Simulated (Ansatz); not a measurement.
Sc3Al11 (slab)

```cif
data_structure
_symmetry_space_group_name_H-M 'P 1'
_symmetry_Int_Tables_number 1
_cell_length_a 4.0855
_cell_length_b 4.0855
_cell_length_c 27.2566
_cell_angle_alpha 90.000
_cell_angle_beta 90.000
_cell_angle_gamma 90.000
_cell_volume 454.96
loop_
_atom_site_label
_atom_site_type_symbol
_atom_site_fract_x
_atom_site_fract_y
_atom_site_fract_z
_atom_site_occupancy
Al1 Al 0.00000 0.50000 0.27288 1
Al2 Al 0.50000 0.00000 0.27288 1
Sc1 Sc 0.00000 0.00000 0.34984 1
Al3 Al 0.50000 0.50000 0.34795 1
Al4 Al 0.00000 0.50000 0.42441 1
Al5 Al 0.50000 0.00000 0.42441 1
Sc2 Sc 0.00000 0.00000 0.50000 1
Al6 Al 0.50000 0.50000 0.50000 1
Al7 Al 0.00000 0.50000 0.57559 1
Al8 Al 0.50000 0.00000 0.57559 1
Sc3 Sc 0.00000 0.00000 0.65016 1
Al9 Al 0.50000 0.50000 0.65205 1
Al10 Al 0.00000 0.50000 0.72712 1
Al11 Al 0.50000 0.00000 0.72712 1
```

All numbers below come from Ansatz 0.2.0, DFT r2SCAN, scalar-relativistic, plane waves, PAW.

Predict the valence pseudo-density and electron localisation function between the atoms.

Answer. Sc–Al (2.89 Å): ρ at the midpoint is about 0.17 e/Å³; the ELF peaks at about 0.60 in the valence shell of Al, 1.0 Å from its nucleus, and is about 0.30 at the midpoint (no shared electron pair shows on this line).

Does the calculation make it a metal, or give it a gap?

Answer. It is metallic or semimetallic at this level of theory: no gap opens.

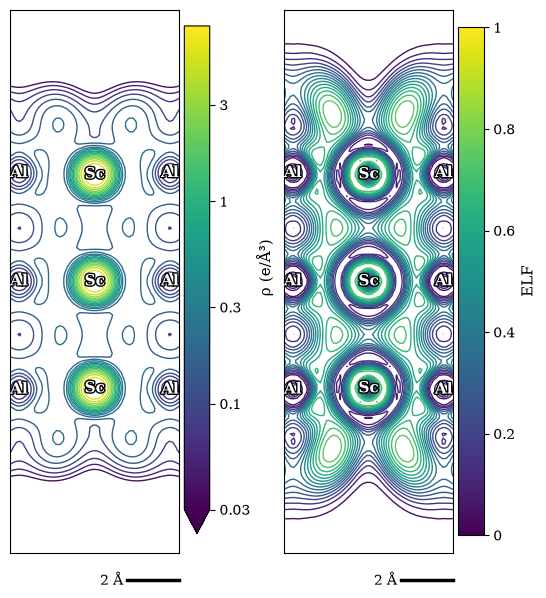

Computed valence pseudo-density and electron localisation function on the (110) plane of the calculation cell, a cut from vacuum to vacuum, in this order. 

Core electrons are frozen (PAW), and the valence fields are smoothed inside the atomic spheres.
